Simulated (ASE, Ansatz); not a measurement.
# Convergence of a linear-scaling basis for twisted 1T-TiS2 bilayer, 9.43° (222 atoms)

Aim: test how closely localised support functions follow the reference on twisted 1T-TiS2 bilayer, 9.43° (222 atoms), and at what cost. A setting counts as converged where the r.m.s. difference of forces stays under 1 % of the r.m.s. force.

Method: Kohn-Sham DFT, PBEsol, PAW (set soft_2), plane waves, in Ansatz 0.2.0.

**1. Set-up**

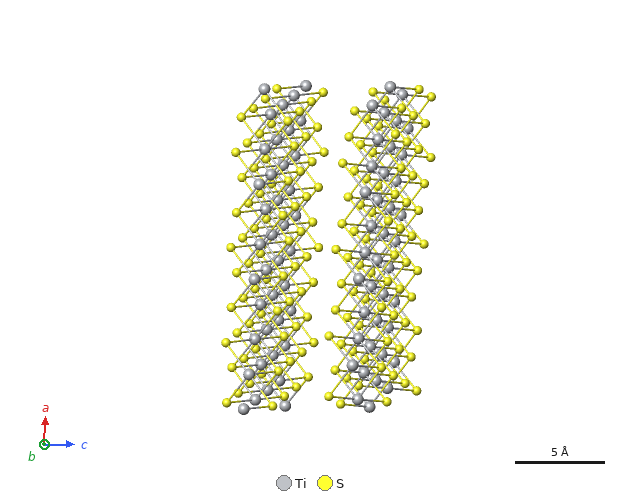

Start, viewed from the side, with the c axis across the page; titanium light grey, sulfur yellow. Some periodic images of atoms are drawn too.

The cell holds 222 atoms: 74 Ti and 148 S. Cell: a = 20.742 Å, b = 20.742 Å, c = 20.860 Å, α = 90.0°, β = 90.0°, γ = 120.0°. It derives from TiS2 (1T-TiS2). 1T-TiS2 (a = 3.41 Å) under 1T-TiS2 (a = 3.41 Å), bilayer, commensurate cell of 37 unit cells a layer, twist 9.43 deg; facing planes 3.14 Å apart; 12 Å of vacuum; layers as built, displaced by a Gaussian of 0.01 Å. Regions: layer 1, 111 atoms (37 Ti and 74 S); layer 2, 111 atoms (37 Ti and 74 S). Vacuum lies along c.

Before any run, some limits are plain. The functional has no dispersion term, which matters for the binding between molecules or layers. Beside vacuum, support functions can miss their usual error bounds without a warning. The main run has no spin polarisation, so moments on Ti can't form in it, and no Hubbard term. Only the Γ point is sampled, in a cell whose shortest periodic width is 18 Å.

**2. Plane-wave single point**

The first run fixes the reference, at a cutoff of 420 eV.

The input, input.yaml:

```yaml
crystal:
  lattice:
    - [20.7422, 0.0, 0.0]
    - [-10.3711, 17.96327, 0.0]
    - [0.0, 0.0, 20.86]
  atoms:
    - { symbol: Ti, position: [0.02611, 0.72967, 0.35577] }
    - { symbol: S, position: [0.11666, 0.82769, 0.4247] }
    - { symbol: S, position: [0.12716, 0.7398, 0.28765] }
    - { symbol: Ti, position: [0.1072, 0.91955, 0.35571] }
    - { symbol: S, position: [0.1976, 0.01732, 0.42478] }
    - { symbol: S, position: [0.20652, 0.92819, 0.28787] }
    - { symbol: Ti, position: [0.05391, 0.45967, 0.35657] }
    - { symbol: S, position: [0.14409, 0.55871, 0.42485] }
    - { symbol: S, position: [0.15217, 0.46844, 0.28765] }
    - { symbol: Ti, position: [0.13552, 0.6496, 0.35631] }
    - { symbol: S, position: [0.2247, 0.74749, 0.42472] }
    - { symbol: S, position: [0.2344, 0.65821, 0.28666] }
    - { symbol: Ti, position: [0.21674, 0.83757, 0.35637] }
    - { symbol: S, position: [0.30608, 0.93713, 0.42405] }
    - { symbol: S, position: [0.316, 0.84757, 0.28741] }
    - { symbol: Ti, position: [0.99972, 0.99919, 0.35602] }
    - { symbol: S, position: [0.09096, 0.09944, 0.42499] }
    - { symbol: S, position: [0.0992, 0.0084, 0.28728] }
    - { symbol: Ti, position: [0.08051, 0.18871, 0.35711] }
    - { symbol: S, position: [0.17045, 0.28807, 0.42485] }
    - { symbol: S, position: [0.17949, 0.19698, 0.28742] }
    - { symbol: Ti, position: [0.16195, 0.37878, 0.3556] }
    - { symbol: S, position: [0.25262, 0.47702, 0.42555] }
    - { symbol: S, position: [0.26114, 0.3873, 0.28715] }
    - { symbol: Ti, position: [0.244, 0.56776, 0.35593] }
    - { symbol: S, position: [0.33264, 0.66663, 0.42463] }
    - { symbol: S, position: [0.34257, 0.57692, 0.28761] }
    - { symbol: Ti, position: [0.32419, 0.75672, 0.35619] }
    - { symbol: S, position: [0.41408, 0.85561, 0.42442] }
    - { symbol: S, position: [0.42367, 0.76673, 0.28704] }
    - { symbol: Ti, position: [0.40469, 0.94556, 0.35664] }
    - { symbol: S, position: [0.49492, 0.04597, 0.42425] }
    [... 184 atom lines left out ...]
    - { symbol: Ti, position: [0.81377, 0.43509, 0.64405] }
    - { symbol: S, position: [0.91247, 0.52529, 0.71243] }
    - { symbol: S, position: [0.90203, 0.42488, 0.57483] }
    - { symbol: Ti, position: [0.78631, 0.13701, 0.64384] }
    - { symbol: S, position: [0.88496, 0.22629, 0.71317] }
    - { symbol: S, position: [0.87585, 0.12805, 0.575] }
kpoints:
  mp_grid: { grid: [1, 1, 1] }
hamiltonian:
  xc: pbesol
scf:
  occupations: { method: fermi_dirac, width: 0.05 }
output:
  forces: true
  populations: true
  dos:
    method: { smearing: { sigma: 0.15 } }
    de: 0.1
    projected: { site_lists: { S: [S], Ti: [Ti] } }
  eigenvalues: true
```

Run with:

```bash
> ansatz run input.yaml --threads 32 --pin off --max-ram 143360MiB --backend cuda --events-out ev --progress --plain --runs-dir out
```

Numbers of over 12 decimals in the logs are rounded to 6 here.

The log of the run:

```text
Engine: ansatz 0.2.0, aarch64-unknown-linux-gnu
Pseudopotentials: kind: paw
Pseudopotential: Ti, paw, valence charge 12, recommended cutoff 420 eV (normal), Ti.paw.azcp
Pseudopotential: S, paw, valence charge 6, recommended cutoff 420 eV (normal), S.paw.azcp
[... 3 lines on functional and potentials left out ...]
device memory: the entry about to start is reckoned to put 22.2 GiB on a device that reports 182.5 GiB free
GPU FFT provider: cuFFT
GPU libraries: cuBLAS 13.8.1, cuFFT 12.4.0, cuSOLVER 12.3.2
GPU matrix products: emulated (plane waves: as basis.precision tells), large ones in fixed point in workspaces of 1.00 GiB
Crystal: 222 atoms, lattice volume = 7772.389 Å³
Basis set: ecut = 420 eV, 151899 PW (Γ), exchange–correlation on 288×288×288 points (8 copies of the dense FFT grid, shifted against one another)
Bands: 1110, of which v1, the nominal top of the filled ones, is band 888 counted from 1 (887 counted from 0)
Symmetry: 1 space group operations
Space group: P1 (ITA 1), of the structure as read, at distance tolerance 2.0e-4 Å
k-points: 1
[... 7 lines on functional and potentials left out ...]
Initial density: superposition of atomic densities (neutral atoms: chi_scale 0, normalization atom), corrected by the library's trained network
Initial wavefunctions: pseudopotential atomic-orbital guess
GPU buffer pool allocated for 2985984 grid points (all kernels)
GPU transforms: local potential and band sums: pruned to the plane-wave sphere, on 144×144×144
Functional: x = pbesol(κ = 0.804, μ = 0.123457), c = pbesol(β = 0.046)
SCF iter   1: F=—  HF=-314326.990157 eV  |F-HF|=—  |Δ(HF+E_count)|=         —  Δρ=3.41e-3  dr2=1.14e0  ethr=1.77e-3  ⟨swp⟩=6.0  Hψ=4265  notcnv=0
preconditioner: auto → LDOS  [metal: Δε(μ)=0.082 eV  Ē_g=6.438 eV  σ=0.050 eV  W_gap=0.37  n_scr=1232 (ndim 8)  ℏωp=14.5 eV  f_vac=0.423  D(μ)=90.94/eV (n_scr^D=404)  β→1.0]
SCF iter   2: F=—  HF=-314326.940185 eV  |F-HF|=—  |Δ(HF+E_count)|=   5.00e-2  Δρ=1.54e-3  dr2=1.96e-1  ethr=6.43e-5  ⟨swp⟩=2.0  Hψ=2363  notcnv=0  defer=24
SCF iter   3: F=—  HF=-314326.897551 eV  |F-HF|=—  |Δ(HF+E_count)|=   4.26e-2  Δρ=5.83e-4  dr2=4.47e-2  ethr=1.10e-5  ⟨swp⟩=2.0  Hψ=2171  notcnv=0  defer=24
SCF iter   4: F=—  HF=-314326.894957 eV  |F-HF|=—  |Δ(HF+E_count)|=   2.59e-3  Δρ=1.01e-4  dr2=1.46e-3  ethr=2.52e-6  ⟨swp⟩=2.0  Hψ=1535  notcnv=0  defer=24
SCF iter   5: F=—  HF=-314326.885579 eV  |F-HF|=—  |Δ(HF+E_count)|=   9.38e-3  Δρ=1.91e-5  dr2=1.82e-4  ethr=8.24e-8  ⟨swp⟩=2.0  Hψ=1967  notcnv=0  defer=24
SCF iter   6: F=—  HF=-314326.893508 eV  |F-HF|=—  |Δ(HF+E_count)|=   7.93e-3  Δρ=1.17e-5  dr2=3.88e-5  ethr=1.03e-8  ⟨swp⟩=3.0  Hψ=2137  notcnv=0  defer=24
SCF iter   7: F=—  HF=-314326.893377 eV  |F-HF|=—  |Δ(HF+E_count)|=   1.31e-4  Δρ=3.88e-6  dr2=4.82e-6  ethr=2.19e-9  ⟨swp⟩=2.0  Hψ=1530  notcnv=0  defer=24
SCF iter   8: F=—  HF=-314326.893378 eV  |F-HF|=—  |Δ(HF+E_count)|=   6.41e-7  Δρ=1.20e-6  dr2=3.76e-7  ethr=2.71e-10  ⟨swp⟩=2.0  Hψ=1526  notcnv=0  defer=24
SCF iter   9: F=-314326.893378 eV  HF=-314326.893378 eV  |F-HF|=1.87e-8  |Δ(HF+E_count)|=   2.39e-7  Δρ=5.12e-7  dr2=5.26e-8  ethr=5.63e-12  ⟨swp⟩=10.0  Hψ=3725  notcnv=0
SCF 1 converged in 9 iterations: F = -314326.893378 eV  dr2 = 5.26e-8
  greatest PAW one-centre occupation: 0.999 electrons in one spin orbital (limit 2), on the Ti atom at site 153 (counted from 0), in its partial waves of l = 0
SCF converged after 9 iterations
Free energy (F): -314326.893378 eV
Harris-Foulkes:  -314326.893378 eV  (|F-HF|=1.87e-8)
Internal energy: -314326.192229 eV  (E = F + TS)
E sigma→0 (E₀):  -314326.542803 eV
Entropy (-TS):   -0.701149 eV (-3.158 meV/atom)
Fermi energy:    1.650388 eV
--- Per-component energies (eV) ---
  E_band       = -26823.089068
  E_kinetic    = 35775.553909
  E_local      = -704760.436226  (includes V_loc(G=0)·N_el)
  E_nonlocal   = 4755.480145
  E_hartree    = 336251.447276
  E_xc         = -21383.550195
  E_vxc        = -21920.589230  (∫ρ·V_xc dr)
  E_paw        = -162010.339125  (= ΣΔE_a)
  E_vpaw       = -13175.901606  (= ΣTr[D̂ρ^β])
  E_aug_tail   = 0.009603  (compensation charges beyond the density's cutoff)
  E_ewald      = 197026.159449
  E_core_change = 19.482936  (= ΣΔE_core)
  E_smearing   = -0.701149  (= −TS)
  E_closure    = 0.000000  (closes the sum)
  Σ components = -314326.893378   (vs F -314326.893378, Δ=0.00e0)
--- Forces (eV/Å), atoms counted from 1 ---
[... 222 lines of forces left out ...]
  max |Σ_I F_I| component: 1.36e-5 eV/Å
--- Band table (eV) ---
[... left out ...]
--- Löwdin populations: 222 sites ---
  site symbol       q [e]
[... 222 lines, one an atom, left out ...]
  spilling = 0.006679 (of n_electrons = 1776.000000)
```

The job ended after 5.1 s (1 × NVIDIA GB200 with 32 threads of Arm Neoverse V2, shared host; peak memory 3 GiB).

That memory is the host's; the program planned up to 22.2 GiB on the GPU. Forces of this run were stored rounded, and per-atom blocks of the log weren't kept.

Read from the output:

```
free energy                             : -314326.8934 eV
free energy per atom                    : -1415.8869 eV/atom
SCF cycles                              : 9
r.m.s. force component                  : 0.1897 eV/Å
longest force                           : 0.6393 eV/Å
Fermi energy                            : 1.65 eV
levels partly filled by over 2 per cent : 19
spilling of the projection              : 0.006679
```

Length of the force by element:

```csv
element,coordination,atoms,mean length of the force (eV/Å),spread,least,most
S,all,148,0.369,0.0965,0.142,0.639
Ti,all,74,0.166,0.0706,0.0248,0.413
```

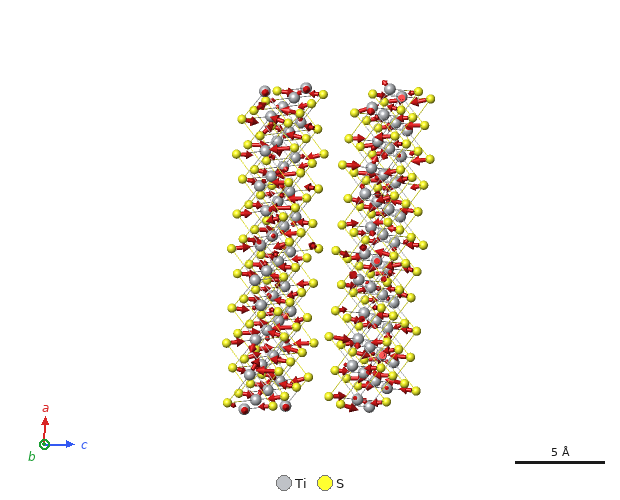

Forces as arrows; the longest in the cell is 0.639 eV/Å. Some periodic images of atoms are drawn too.

Löwdin charges by element (they lack the spilled electrons, 0.053 e an atom on average):

```csv
element,coordination,atoms,mean charge (e),spread,least,most
S,all,148,-0.302,0.0058,-0.314,-0.285
Ti,all,74,0.765,0.0035,0.755,0.772
```

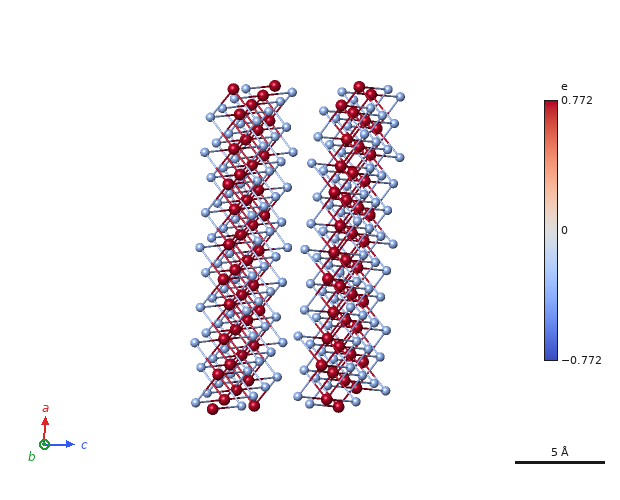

Atoms coloured by Löwdin charge. Some periodic images of atoms are drawn too.

By region:

```csv
region,atoms,mean length of the force (eV/Å)
layer 1,111,0.306
layer 2,111,0.297
```

Density of states as counts of states in windows of 1 eV (from the Fermi level), total and some projections:

```csv
from (eV),to (eV),total,S p,Ti d,S s
-14,-13,28.5,0.5,0.0,17.3
-13,-12,176.6,3.2,10.2,148.7
-12,-11,90.9,1.1,7.0,81.2
-11,-6,0.0,0.0,0.0,0.0
-6,-5,26.0,17.4,4.7,0.6
-5,-4,189.4,141.5,32.0,4.4
-4,-3,175.5,123.9,38.9,4.9
-3,-2,277.3,188.5,78.5,4.7
-2,-1,186.4,153.8,24.8,3.3
-1,0,33.4,27.0,5.5,0.3
0,1,152.5,27.4,119.2,1.4
```

The stored curve holds about 1184 of the 1776 electrons; the rest, give or take the few that broadening carries across the Fermi level, lie in deeper levels below its range.

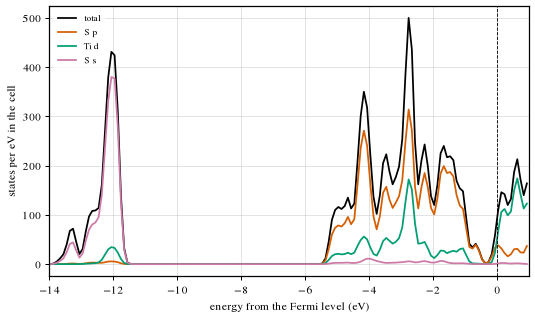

Total and projected density of states, with the broadening of the input.

Not all projections were asked for or kept, so they needn't add up to the total.

The levels nearest the highest filled one (over half full), pooled over k-points and spins:

```csv
level less the highest filled one (eV),occupation
-0.593,2
-0.576,2
-0.0065,1.34
-0.0035,1.31
-0.0029,1.31
0,1.28
0.0989,0.395
0.104,0.362
0.106,0.351
0.115,0.302
0.117,0.291
0.120,0.279
```

Mean Löwdin charges: S -0.30, Ti +0.76 e (they miss 0.67 % of the electrons, so they add up to more than the cell's charge). Just under the Fermi level the largest share is S p (66 % of the projected weight), just over it Ti d (76 % of the projected weight).

**3. Local order**

These statistics describe the geometry on which the runs were made.

Normalised to the volume that the atoms fill. g(r), total and by pair (bins of 0.2 Å):

```csv
r (Å),total,S-S,S-Ti,Ti-Ti
2.30,0.03,0.00,0.08,0.00
2.50,4.89,0.00,11.00,0.00
2.70,0.00,0.00,0.00,0.00
2.90,0.00,0.00,0.00,0.00
3.10,0.02,0.04,0.00,0.00
3.30,1.01,1.50,0.00,3.06
3.50,4.14,7.27,0.00,8.20
3.70,0.09,0.19,0.00,0.00
3.90,0.07,0.16,0.00,0.00
4.10,1.39,0.13,2.99,0.00
4.30,0.42,0.19,0.75,0.00
4.50,0.07,0.11,0.04,0.00
4.70,0.21,0.17,0.31,0.00
4.90,0.79,1.50,0.27,0.00
5.10,0.18,0.16,0.25,0.00
5.30,1.11,0.10,2.39,0.00
5.50,1.24,0.17,2.62,0.00
5.70,0.13,0.10,0.20,0.00
5.90,2.25,3.87,0.26,3.77
6.10,0.27,0.28,0.21,0.44
6.30,0.29,0.35,0.20,0.43
6.50,0.28,0.28,0.26,0.38
6.70,0.37,0.48,0.17,0.74
6.90,1.11,1.54,0.23,2.92
7.10,0.26,0.33,0.16,0.42
7.30,1.35,0.27,2.71,0.28
7.50,0.31,0.27,0.31,0.43
7.70,0.82,1.36,0.40,0.36
```

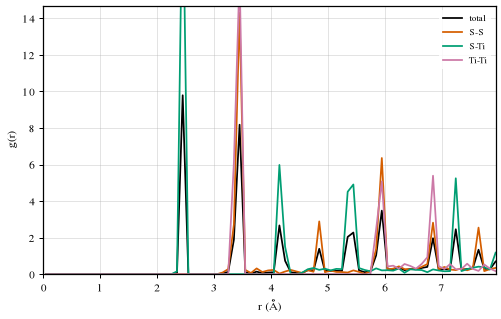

Pair distribution functions, with peaks cut at 14.

Bonds by pair of elements; cutoffs follow the first minimum of g(r), held within bounds set by covalent radii, and pairs that aren't listed don't count as bonded:

```csv
pair A-B,cutoff (Å),bonds,mean length (Å),spread (Å),shortest (Å),B about A,A about B
S-Ti,3.1,444,2.43,0.014,2.40,3,6
```

How many atoms have how many bonded neighbours:

```csv
element,mean,3,6
S,3,148,0
Ti,6,0,74
```

Bond angles, per cent of each kind in bins of 5°:

```csv
angle (°),S-Ti-S,Ti-S-Ti
85–90,39.9,99.3
90–95,40.1,0.7
95–100,0.0,0.0
100–105,0.0,0.0
105–110,0.0,0.0
110–115,0.0,0.0
115–120,0.0,0.0
120–125,0.0,0.0
125–130,0.0,0.0
130–135,0.0,0.0
135–140,0.0,0.0
140–145,0.0,0.0
145–150,0.0,0.0
150–155,0.0,0.0
155–160,0.0,0.0
160–165,0.0,0.0
165–170,0.0,0.0
170–175,0.0,0.0
175–180,20.0,0.0
```

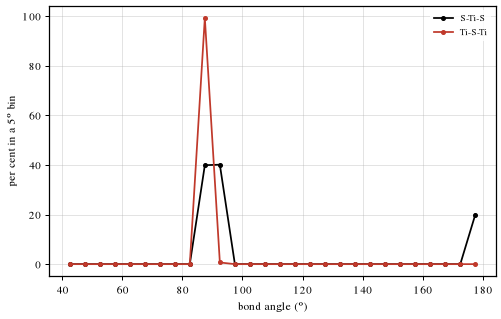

Distributions of the most common bond angles.

Bond angles (no mean is given where the spread exceeds 20°):

```csv
angle,count,mean (°),spread (°)
S-Ti-S,1110,-,-
Ti-S-Ti,444,89,0.4
```

For some of the pairs, g(r) has its first main peak near 3.43 Å (S-S), 2.43 Å (S-Ti) and 3.41 Å (Ti-Ti). By these cutoffs all S atoms have 3 and all Ti atoms have 6 bonded neighbours.

[end of part 1 of 2]

[Logs are printed without paths, hosts, clocks, repeated set-up lines and the standing remarks that a program may print on its own settings, such as how far it seeks lower states.]

[Hosts, paths, dates, database ids (printed as entryN), source tags and the programs' standing remarks are cut or masked in the printed files.]
